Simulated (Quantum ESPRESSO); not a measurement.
## Run report: MoS$_{2}$, workfunction calculation (part 2 of 2)

MoS$_{2}$ (slab, 6 atoms in the cell); Kohn-Sham DFT of a periodic cell, PBE, PseudoDojo 0.4.1 SR PBE standard, no spin polarisation (Quantum ESPRESSO 7.5); cutoff 1088.45 eV, 10×10×1 k-mesh, fermi-dirac of 0.3 eV. The structure derives from an entry of the Crystallography Open Database. The settings are looser than a standard set-up, so the numbers are not reference values.

Geometry of the input (Å; fractional positions):
```
3.1710  0.0000  0.0000
-1.5855  2.7462  0.0000
0.0000  0.0000  24.1725
S  0.0000  0.0000  0.3103
Mo 0.6667  0.3333  0.3735
S  0.3333  0.6667  0.4368
S  0.6667  0.3333  0.5632
Mo 0.3333  0.6667  0.6265
S  0.0000  -0.0000  0.6897
```

### What the program printed, continued
```
          k = 0.0000 0.3083 0.0000 ( 17229 PWs)   bands (ev):

   -58.5657 -58.5657 -32.7014 -32.7014 -32.6498 -32.6497 -32.5937 -32.5937
   -11.3141 -11.1842 -10.4697 -10.3113  -2.9551  -2.4955  -2.1932  -1.9200
    -0.7705  -0.7500  -0.4701  -0.3772   0.8205   1.1363   1.1725   1.2708
     1.9615   2.1267   3.5816   3.8826   3.9488   3.9512   5.6564   5.9399
     6.4307   6.5605   8.5954   8.7206

          k = 0.0000 0.4625 0.0000 ( 17169 PWs)   bands (ev):

   -58.5533 -58.5533 -32.8233 -32.8233 -32.6245 -32.6245 -32.6219 -32.6219
   -10.7317 -10.6143 -10.2405 -10.1246  -2.8970  -2.6223  -2.0864  -1.9514
    -1.8165  -1.4466  -0.8435  -0.8137   0.6212   0.7035   1.1210   1.1763
     1.4611   1.6554   3.9814   4.0605   4.1220   4.3240   6.1730   6.5455
     6.6627   6.7124   9.4888   9.5580

          k = 0.0000 0.6166 0.0000 ( 17140 PWs)   bands (ev):

   -58.5432 -58.5432 -32.9203 -32.9203 -32.6446 -32.6446 -32.6040 -32.6040
   -10.4009 -10.3280  -9.7705  -9.6859  -3.5186  -3.4098  -2.6031  -2.3109
    -1.5068  -1.1800  -1.0386  -1.0043   0.1110   0.2700   1.2116   1.3428
     1.3513   1.4308   4.1810   4.2055   4.6018   4.8177   6.6808   6.8863
     7.0888   7.5583   8.7039   9.0866

          k = 0.0000-0.7708 0.0000 ( 17118 PWs)   bands (ev):

   -58.5393 -58.5393 -32.9570 -32.9570 -32.6532 -32.6532 -32.5961 -32.5961
   -10.3242 -10.2796  -9.4708  -9.4181  -3.9979  -3.9067  -2.2221  -2.1210
    -1.8529  -1.5971  -1.1259  -1.0904   0.3240   0.3268   1.0676   1.2132
     1.4443   1.5499   4.2614   4.2620   5.0071   5.1108   6.7292   6.9512
     7.4931   7.8200   8.1572   8.5767

          k = 0.1335 0.2312 0.0000 ( 17211 PWs)   bands (ev):

   -58.5688 -58.5688 -32.6675 -32.6675 -32.6564 -32.6563 -32.5894 -32.5894
   -11.4558 -11.3249 -10.5126 -10.3440  -3.0745  -2.5813  -2.0924  -1.8565
    -0.8621  -0.8410   0.3642   0.3767   0.4422   0.6506   1.1715   1.4653
     2.2312   2.4837   3.5209   3.5976   3.6696   3.9845   5.9659   6.0790
     6.1605   6.2946   8.3999   8.5254

          k = 0.1335 0.3854 0.0000 ( 17206 PWs)   bands (ev):

   -58.5576 -58.5576 -32.7717 -32.7717 -32.6344 -32.6344 -32.6210 -32.6210
   -10.9186 -10.7928 -10.3517 -10.2223  -2.7423  -2.4023  -2.2003  -1.8066
    -1.4719  -1.4256  -0.6302  -0.5460   0.1891   0.3318   1.1110   1.1774
     2.1522   2.3212   3.4176   3.6371   4.2145   4.4491   5.7760   5.9207
     6.4622   6.7101   9.1597   9.2879

          k = 0.1335 0.5396 0.0000 ( 17164 PWs)   bands (ev):

   -58.5463 -58.5463 -32.8739 -32.8739 -32.6549 -32.6549 -32.6102 -32.6102
   -10.4227 -10.3257 -10.0284  -9.9357  -2.9804  -2.8384  -2.5711  -2.3589
    -1.5307  -1.1858  -1.0951  -0.9860   0.1780   0.3183   0.4242   0.5728
     2.1477   2.2400   3.6721   3.8839   4.6347   4.7641   5.8789   6.1735
     7.0391   7.4787   9.5947   9.9182

          k = 0.1335 0.6937 0.0000 ( 17106 PWs)   bands (ev):

   -58.5393 -58.5393 -32.9363 -32.9363 -32.6749 -32.6749 -32.5962 -32.5962
   -10.2591 -10.2085  -9.5683  -9.5093  -3.7271  -3.6362  -2.4330  -2.2481
    -1.6931  -1.4341  -1.1542  -0.9902   0.1163   0.2763   0.2891   0.4041
     2.0827   2.1929   4.1152   4.2014   4.8640   4.9505   6.1587   6.4431
     7.4292   7.8180   8.8746   9.2339

          k = 0.2670 0.4625 0.0000 ( 17201 PWs)   bands (ev):

   -58.5475 -58.5475 -32.8429 -32.8429 -32.6726 -32.6726 -32.6125 -32.6125
   -10.3784 -10.2572 -10.1772 -10.0979  -2.7108  -2.4550  -2.3711  -2.3462
    -1.6309  -1.2960  -0.9743  -0.7616  -0.5620  -0.5245   0.6598   0.8417
     2.6312   2.7909   3.1879   3.5134   4.7112   4.8188   5.3275   5.6513
     7.0404   7.4657   9.9568  10.0863

          k = 0.2670 0.6166 0.0000 ( 17130 PWs)   bands (ev):

   -58.5393 -58.5393 -32.8923 -32.8923 -32.7204 -32.7204 -32.5962 -32.5962
   -10.0901 -10.0256  -9.7850  -9.7245  -3.1200  -3.0529  -2.5944  -2.4415
    -1.5414  -1.2808  -1.0838  -0.9163  -0.7846  -0.7148   0.0355   0.3245
     2.8535   2.9046   3.6016   3.7768   4.8200   4.8396   5.4504   5.8578
     7.3279   7.7560  10.0560  10.2395

          k = 0.2670 0.7708 0.0000 ( 17098 PWs)   bands (ev):

   -58.5362 -58.5362 -32.9095 -32.9095 -32.7403 -32.7403 -32.5900 -32.5900
   -10.0234  -9.9905  -9.5460  -9.5142  -3.4195  -3.3435  -2.5187  -2.4262
    -1.6779  -1.4216  -1.1373  -0.9773  -0.7494  -0.7363  -0.0694   0.2122
     2.7291   2.8601   4.1701   4.2082   4.5060   4.5922   5.7807   6.0537
     7.3506   7.4849   9.8310   9.9111

          k = 0.4005 0.6937 0.0000 ( 17118 PWs)   bands (ev):

   -58.5350 -58.5350 -32.8701 -32.8701 -32.7947 -32.7947 -32.5876 -32.5876
    -9.8232  -9.7967  -9.6572  -9.6365  -2.9430  -2.8651  -2.6343  -2.5509
    -1.9692  -1.9653  -1.2479  -0.9120  -0.7186  -0.7076  -0.3978  -0.1669
     3.4723   3.5447   3.5827   3.7077   4.3530   4.3729   5.8620   6.2532
     6.9093   7.2454  10.0569  10.2212

     the Fermi energy is     3.0763 ev

!    total energy              =    -369.69610046 Ry
     estimated scf accuracy    <          4.6E-09 Ry
     smearing contrib. (-TS)   =      -0.06535819 Ry
     internal energy E=F+TS    =    -369.63074227 Ry

     The total energy is F=E-TS. E is the sum of the following terms:
     one-electron contribution =   -2513.00310966 Ry
     hartree contribution      =    1263.53612357 Ry
     xc contribution           =     -66.84334377 Ry
     ewald contribution        =     946.67958759 Ry

     convergence has been achieved in  17 iterations

     Forces acting on atoms (cartesian axes, Ry/au):

     atom    1 type  1   force =     0.00000000    0.00000000   -0.04409053
     atom    2 type  2   force =     0.00000000   -0.00000000    0.00058135
     atom    3 type  1   force =     0.00000000    0.00000000    0.03999930
     atom    4 type  1   force =     0.00000000   -0.00000000   -0.03999930
     atom    5 type  2   force =     0.00000000   -0.00000000   -0.00058135
     atom    6 type  1   force =    -0.00000000   -0.00000000    0.04409053

     Total force =     0.084193     Total SCF correction =     0.000126

=------------------------------------------------------------------------------=
   JOB DONE.
=------------------------------------------------------------------------------=
```

### File pp_density.out
```
This program is part of the open-source Quantum ESPRESSO suite
     for quantum simulation of materials; please cite
         "P. Giannozzi et al., J. Phys.:Condens. Matter 21 395502 (2009);
         "P. Giannozzi et al., J. Phys.:Condens. Matter 29 465901 (2017);
         "P. Giannozzi et al., J. Chem. Phys. 152 154105 (2020);
          URL
     in publications or presentations arising from this work. More details at

     ./tmp/pwscf.save/

     IMPORTANT: XC functional enforced from input :
     Exchange-correlation= PBE
                           (   1   4   3   4   0   0   0)
     Any further DFT definition will be discarded
     Please, verify this is what you really want

     G-vector sticks info
     --------------------
     sticks:   dense  smooth     PW     G-vecs:    dense   smooth      PW
     Sum         793     793    223               137145   137145   20989

     Using Slab Decomposition

     Calling punch_plot, plot_num =   0
     Writing data to file  density.dat
     Reading data from file  density.dat

     Writing data to be plotted to file density.cube
     Plot Type: 3D                     Output format: Gaussian cube

=------------------------------------------------------------------------------=
   JOB DONE.
=------------------------------------------------------------------------------=
```

### File pp_potential.out
```
This program is part of the open-source Quantum ESPRESSO suite
     for quantum simulation of materials; please cite
         "P. Giannozzi et al., J. Phys.:Condens. Matter 21 395502 (2009);
         "P. Giannozzi et al., J. Phys.:Condens. Matter 29 465901 (2017);
         "P. Giannozzi et al., J. Chem. Phys. 152 154105 (2020);
          URL
     in publications or presentations arising from this work. More details at

     ./tmp/pwscf.save/

     IMPORTANT: XC functional enforced from input :
     Exchange-correlation= PBE
                           (   1   4   3   4   0   0   0)
     Any further DFT definition will be discarded
     Please, verify this is what you really want

     G-vector sticks info
     --------------------
     sticks:   dense  smooth     PW     G-vecs:    dense   smooth      PW
     Sum         793     793    223               137145   137145   20989

     Using Slab Decomposition

     Calling punch_plot, plot_num =  11
     Writing data to file  potential.dat
     Reading data from file  potential.dat

     Writing data to be plotted to file potential.cube
     Plot Type: 3D                     Output format: Gaussian cube

=------------------------------------------------------------------------------=
   JOB DONE.
=------------------------------------------------------------------------------=
```

### File pp_elf.out
```
This program is part of the open-source Quantum ESPRESSO suite
     for quantum simulation of materials; please cite
         "P. Giannozzi et al., J. Phys.:Condens. Matter 21 395502 (2009);
         "P. Giannozzi et al., J. Phys.:Condens. Matter 29 465901 (2017);
         "P. Giannozzi et al., J. Chem. Phys. 152 154105 (2020);
          URL
     in publications or presentations arising from this work. More details at

     ./tmp/pwscf.save/

     IMPORTANT: XC functional enforced from input :
     Exchange-correlation= PBE
                           (   1   4   3   4   0   0   0)
     Any further DFT definition will be discarded
     Please, verify this is what you really want

     G-vector sticks info
     --------------------
     sticks:   dense  smooth     PW     G-vecs:    dense   smooth      PW
     Sum         793     793    223               137145   137145   20989

     Using Slab Decomposition

     Calling punch_plot, plot_num =   8
     Message from routine do_elf_kin:
     elf/kin + US not fully implemented
     Writing data to file  elf.dat
     Reading data from file  elf.dat

     Writing data to be plotted to file elf.cube
     Plot Type: 3D                     Output format: Gaussian cube

=------------------------------------------------------------------------------=
   JOB DONE.
=------------------------------------------------------------------------------=
```

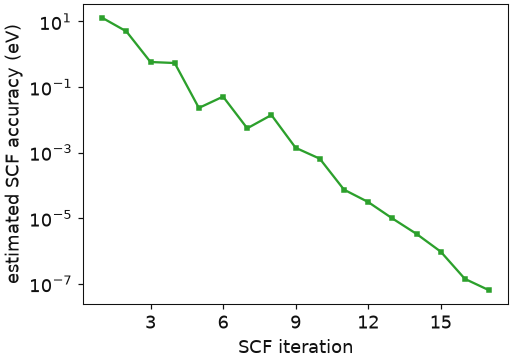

**Figure 1.** Convergence of the self-consistent field: estimated SCF accuracy against the iteration. The field takes 17 iterations in all.

### Results in brief

```tsv
quantity	value
outcome	converged
electrons treated	52
free energy	−5029.9717 eV
work function, top face	5.22 eV
work function, bottom face	5.22 eV
Fermi energy of the self-consistent step	3.076 eV
gap on the k-point mesh	none (metallic)
work function (upper face)	5.22 eV
largest force (length of the vector)	1.134 eV/Å
wall time	1.9 min (CPU time 3.6 min)
peak memory	0.58 GiB
```

### Notes

The settings depart from the standard set-up of this series, which can bear on the numbers. Notes on the run: negative rho.
